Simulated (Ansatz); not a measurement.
# ScAlN₂: what the fields show

Input

```
crystal:
  lattice:
    - [0.0, 4.6930009023, 4.6930009023]
    - [4.6930009023, 0.0, 4.6930009023]
    - [4.6930009023, 4.6930009023, 0.0]
  atoms:
    - { symbol: Sc, position: [0.5, 0.5, 0.5] }
    - { symbol: Sc, position: [0.75, 0.75, 0.75] }
    - { symbol: Al, position: [0.25, 0.25, 0.25], spin: -0.12 }
    - { symbol: Al, position: [0.0, 0.0, 0.0], spin: -0.12 }
    - { symbol: "N", position: [0.625, 0.625, 0.625], spin: 0.88 }
    - { symbol: "N", position: [0.625, 0.625, 0.125], spin: 0.88 }
    - { symbol: "N", position: [0.625, 0.125, 0.625], spin: 0.88 }
    - { symbol: "N", position: [0.125, 0.625, 0.625], spin: 0.88 }
basis:
  ecutwfc: 420
kpoints:
  mp_grid: { grid: [8, 8, 8] }
  band_path:
    path:
      - [[0.0, 0.0, 0.0], [0.5, 0.0, 0.5], [0.625, 0.25, 0.625]]
      - [[0.375, 0.375, 0.75], [0.0, 0.0, 0.0], [0.5, 0.5, 0.5], [0.5, 0.25, 0.75], [0.5, 0.0, 0.5]]
    npoints: 14
hamiltonian:
  xc: pbe
scf:
  occupations: { method: gaussian, width: 0.1 }
  n_extra_bands: 20
output:
  forces: true
  stress: true
  eigenvalues: true
  populations: true
  dos: { projected: true, de: 0.02, nscf_kmesh: { grid: [10, 10, 10] } }
  bader: true
  write_density: true
  write_potential: true
  elf: true
  volumetric_format: npy
magnetization:
  spin_polarized: true
checkpoint:
  read: start.run
  write: ck
  compress: false
  write_wavefunctions: false
  write_every: 100000
```

Command:

```sh
ansatz run input.yaml --threads 1 --pin off --max-ram 2560MiB --backend cpu --events-out ev --progress --plain --runs-dir out
```

Below, planes, directions and counts refer to the conventional cell (a = 9.39 Å, b = 9.39 Å, c = 9.39 Å, α = 90.00°, β = 90.00°, γ = 90.00°).

Space group Fd-3m; a structure generated by program, which may or may not match a known phase; spin-polarised.

All numbers below come from DFT PBE, scalar-relativistic, plane waves, PAW in Ansatz.

Core electrons are frozen (PAW), and the valence fields are smoothed inside the atomic spheres.

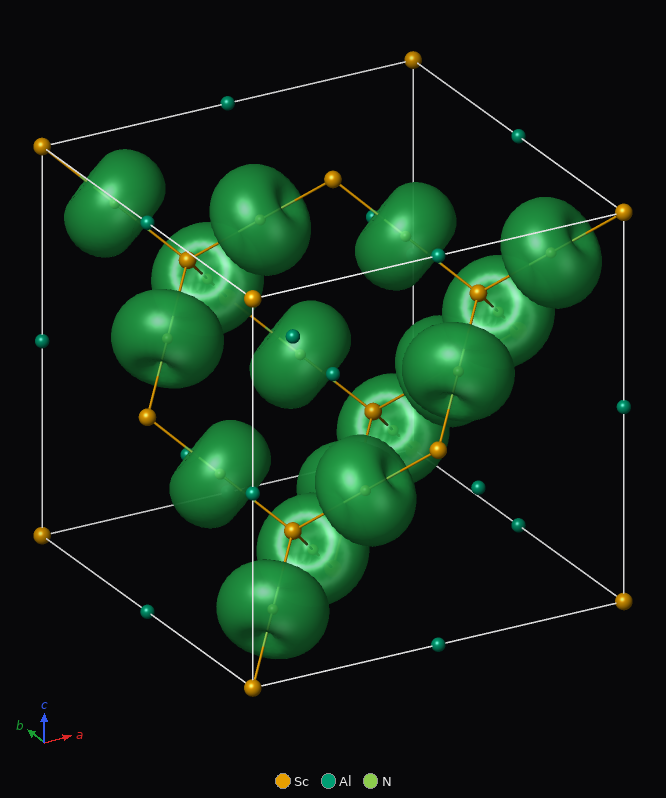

Figure 1. Isosurfaces of the spin density at +0.03 (green) and −0.03 e/Å³ (red), seen at an oblique angle. Sticks mark near contacts.

### Where is the spin, and how is it ordered?

The spin density sits on N: +0.8 μB (×16) in one cell of 32 atoms, with smaller moments on other sites: Al (up to −0.11 μB): parallel moments on the main sites in this solution. The cell of the calculation (8 atoms) carries 4.0 μB of net spin moment. Only one sign reaches the isovalue.

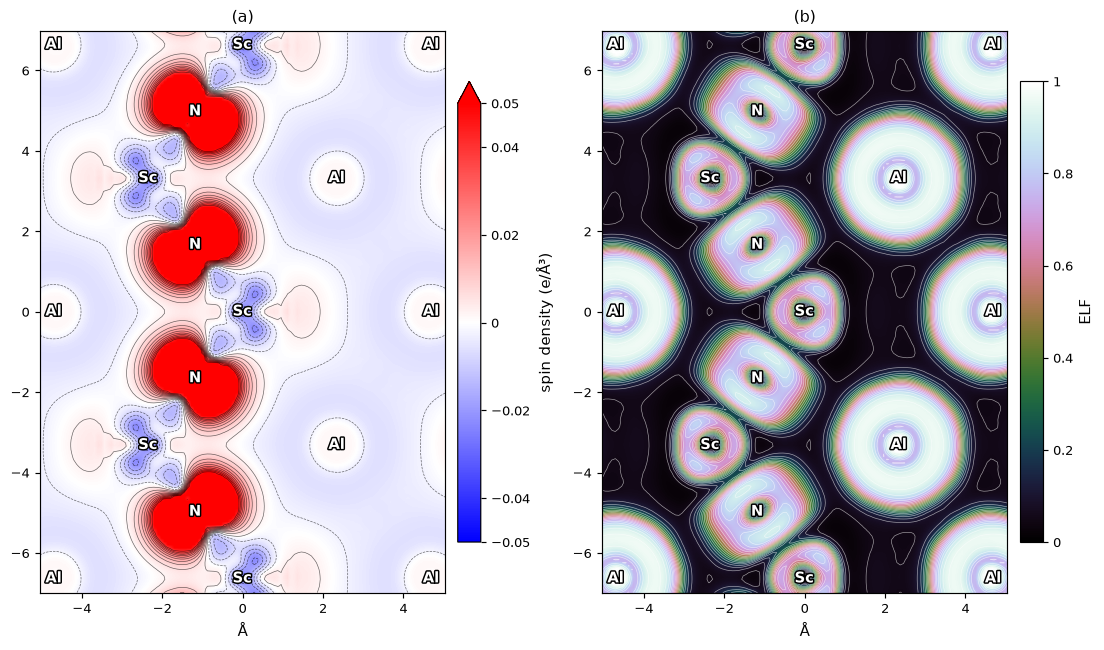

Figure 2. (a) spin density (up minus down); (b) ELF on the (110) plane of the conventional cell.

### Describe what can be read from this map.

The section cuts through Sc, Al and N sites.
Sc–N (2.03 Å): the ELF peaks at about 0.90 in the valence shell of N, 0.6 Å from its nucleus, and is about 0.25 at the midpoint (no localised pair shows between them).
Al–N (3.89 Å): the ELF is about 0.10 at the midpoint (no shared electron pair shows on this line).
Al–Al (4.06 Å): the ELF is about 0.10 at the midpoint: no localised pair shows between them.
Sc–Al (4.06 Å): the ELF is about 0.05 at the midpoint: no shared electron pair shows on this line.
The features right at Sc lie inside the PAW spheres, where the map follows smoothed inner orbitals and isn't to be read closely.

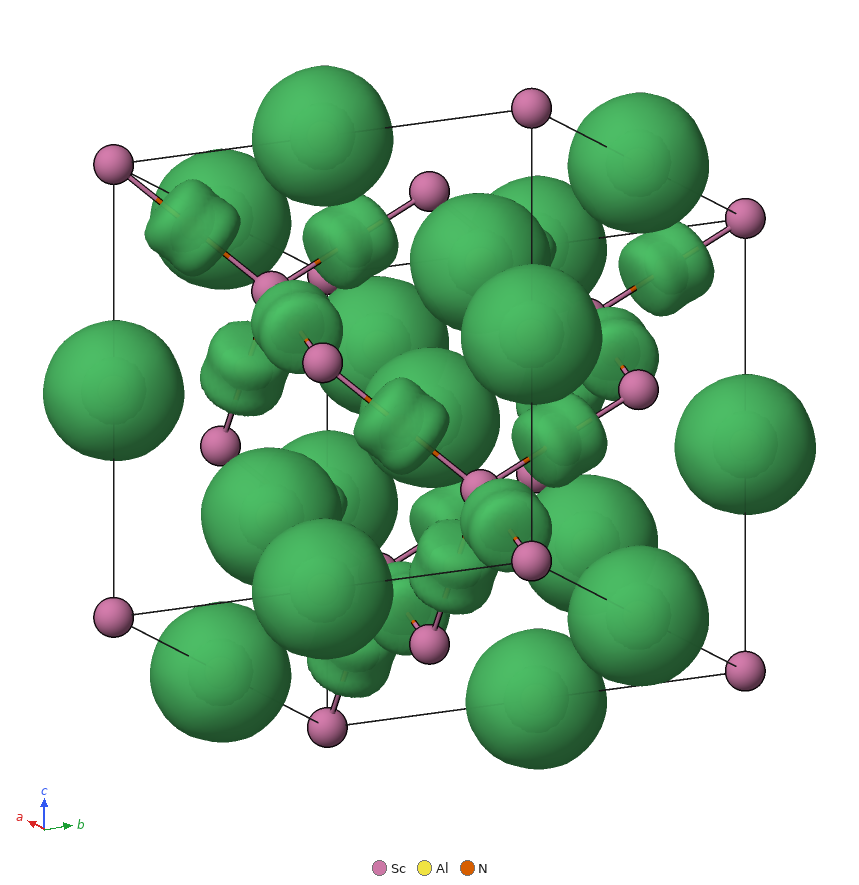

Figure 3. Isosurface of the electron localisation function at 0.75 (green), seen at an oblique angle. Only the valence region is drawn (cores and ρ < 0.01 e/Å³ removed). Sticks mark near contacts.

### Identify the bonds, lone pairs and shells in this picture.

The surface consists of eight regions wrapped around Al (the valence shell of each) and 16 regions wrapped around N (the valence shell of each), counted in one cell of 32 atoms. Regions shared between cells count once.

### How much charge does the calculation move between the atoms?

Electrons move from Sc towards N. Bader charges: Sc +1.80, Al +0.53 and N −1.17 e.

### Metal or insulator at this level of theory?

It is gapless in this calculation (a metal or semimetal).
